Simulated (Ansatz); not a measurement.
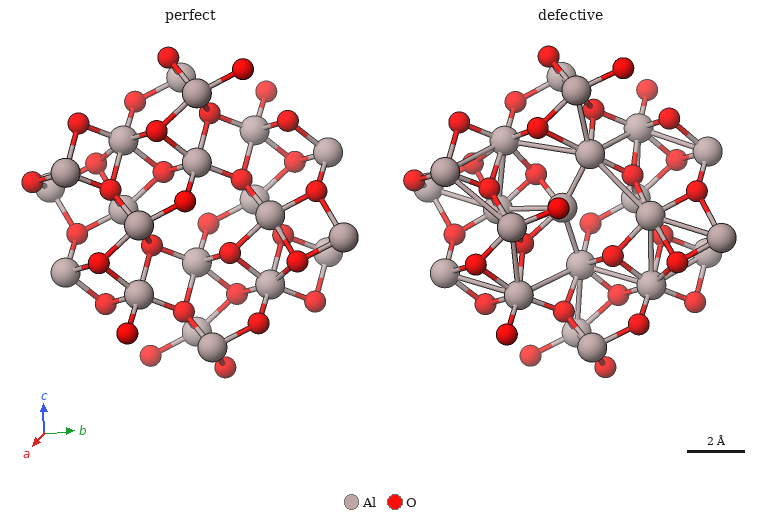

Left: perfect Al2O3. Right: the same region with one point defect, after relaxing the atoms in a supercell of 120 sites. Style: ball-and-stick. Shown: the atoms within 6.0 Å of one point, in a slice 4.2 Å thick across the line of sight, from a free direction.

The calculation used Ansatz 0.2.0, DFT, PBEsol, PAW, plane waves. (plane-wave cutoff 420 eV; k-point mesh 1 × 1 × 1; mesh shifted by (0.25, 0.25, 0.25); collinear spin) Fermi-Dirac smearing of 0.01 eV. The axes drawn are those of the host's conventional cell.

### Which defect is it?

An extra aluminium atom is put between the host's atoms (an interstitial).

The charge state of the cell is 0.

### What does the relaxation do around it?

The Al atom starts with 2 Al at 1.92 Å, 6 O at 1.92 to 2.04 Å around its place and ends with 3 O at 1.87 to 1.90 Å, 1 Al at 2.21 Å. Of the host's atoms, an aluminium atom moves furthest from its site, by 0.56 Å. The Al atom itself moves 0.51 Å from where it was put. The cell's net moment is 1.00 μB.
